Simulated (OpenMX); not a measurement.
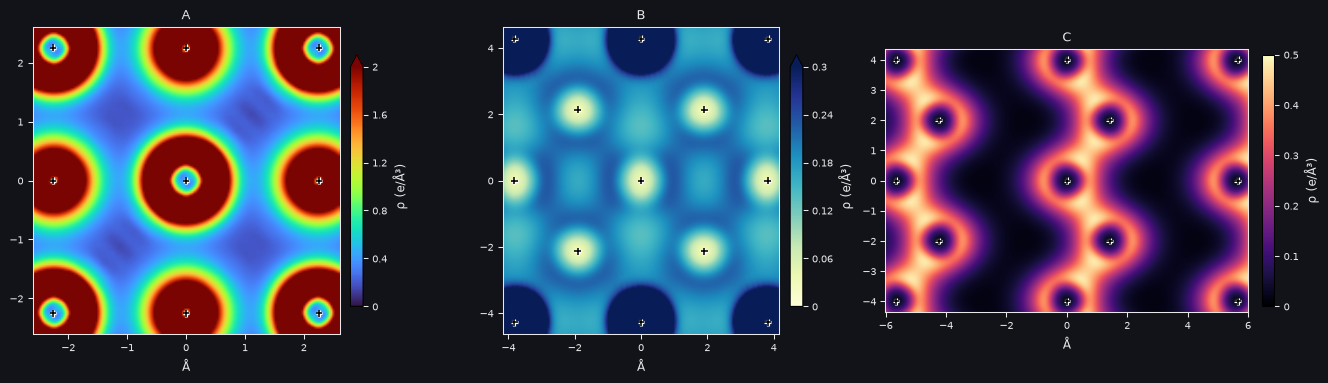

The valence charge density (pseudo) of 3 systems, each on a plane through atoms (crosses mark nuclei in the plane).

These are results of Kohn-Sham DFT of a periodic cell, PBE, OpenMX 2013 PBE set in OpenMX, not measurements.

System 1: TiAl3, the (100) plane of the conventional cell. Space group I4/mmm; a structure from a database of computed crystals, not necessarily the ambient phase; computed pressure about 2 GPa in this cell.

```
CELL_PARAMETERS angstrom
3.82221 0.00000 0.00000
0.00000 3.82221 0.00000
0.00000 0.00000 8.56134
ATOMIC_POSITIONS crystal
Ti 0.00000 0.00000 0.00000
Ti 0.50000 0.50000 0.50000
Al 0.50000 0.00000 0.25000
Al 0.00000 0.50000 0.75000
Al 0.00000 0.50000 0.25000
Al 0.50000 0.00000 0.75000
Al 0.00000 0.00000 0.50000
Al 0.50000 0.50000 0.00000
```

System 2: Ge, the (110) plane of the conventional cell. Space group Fd-3m; computed pressure about 5 GPa in this cell.

```
CELL_PARAMETERS angstrom
5.65782 0.00000 0.00000
0.00000 5.65782 0.00000
0.00000 0.00000 5.65782
ATOMIC_POSITIONS crystal
Ge 0.25000 0.25000 0.25000
Ge 0.75000 0.75000 0.25000
Ge 0.75000 0.25000 0.75000
Ge 0.25000 0.75000 0.75000
Ge 0.00000 0.00000 0.00000
Ge 0.50000 0.50000 0.00000
Ge 0.50000 0.00000 0.50000
Ge 0.00000 0.50000 0.50000
```

System 3: HfN, the (001) plane of the conventional cell. Space group Fm-3m; computed pressure about 8 GPa in this cell.

```yaml
crystal:
  lattice:
    - [4.51200, 0.00000, 0.00000]
    - [0.00000, 4.51200, 0.00000]
    - [0.00000, 0.00000, 4.51200]
  atoms:
    - { symbol: Hf, position: [0.00000, 0.00000, 0.00000] }
    - { symbol: Hf, position: [0.50000, 0.50000, 0.00000] }
    - { symbol: Hf, position: [0.50000, 0.00000, 0.50000] }
    - { symbol: Hf, position: [0.00000, 0.50000, 0.50000] }
    - { symbol: N, position: [0.50000, 0.00000, 0.00000] }
    - { symbol: N, position: [0.00000, 0.50000, 0.00000] }
    - { symbol: N, position: [0.00000, 0.00000, 0.50000] }
    - { symbol: N, position: [0.50000, 0.50000, 0.50000] }
```

Which map belongs to which system?

Answer. Panel A is system 3, HfN: the plane holds Hf and N. Hf–N (2.26 Å): ρ is about 0.45 e/Å³ halfway. Panel B is system 1, TiAl3: the plane holds Ti and Al. Ti–Al (2.87 Å): the density is about 0.2 e/Å³ at the midpoint. Panel C is system 2, Ge: the plane holds Ge. Ge–Ge (2.45 Å): the density is about 0.45 e/Å³ at the midpoint.
